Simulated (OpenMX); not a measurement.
Consider Bi.

```
Bi
1.0
    -1.26023    0.00000    3.11355
    -3.48860    3.13258    0.00000
    -3.48860   -3.13258    0.00000
Bi
2
Direct
  0.84607 0.74431 0.74941
  0.15393 0.25569 0.25059
```

Space group P-1; a structure from a database of computed crystals, not necessarily the ambient phase; changed on purpose from its base cell (scf.BufferL.VNA and scf.RadialF.VNA = 6 16; atoms moved at random by about 0.05 A); computed pressure about −3 GPa in this cell.

Level of theory: Kohn-Sham DFT of a periodic cell, LDA, OpenMX 2013 LDA set in OpenMX.

**What can the converged valence pseudo-density tell about the bonding?**

Bi–Bi (3.20 Å): ρ is about 0.22 e/Å³ halfway.
Bi–Bi (3.36 Å): ρ at the midpoint is about 0.26 e/Å³.
Bi–Bi (3.42 Å): ρ at the midpoint is about 0.15 e/Å³.

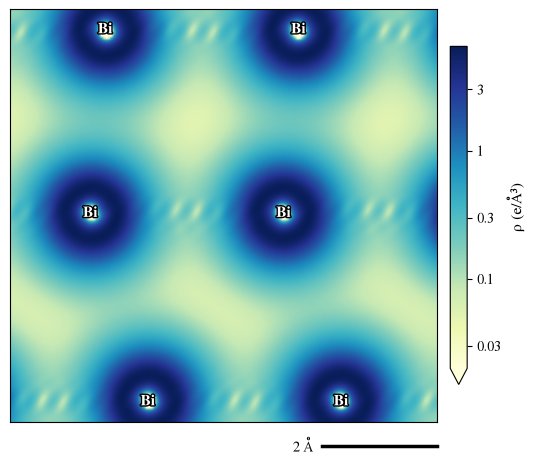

Computed valence pseudo-density on the (011̄) plane of the conventional cell. 

In a pseudopotential calculation such maps are meaningful between the atoms, not at the nuclei.
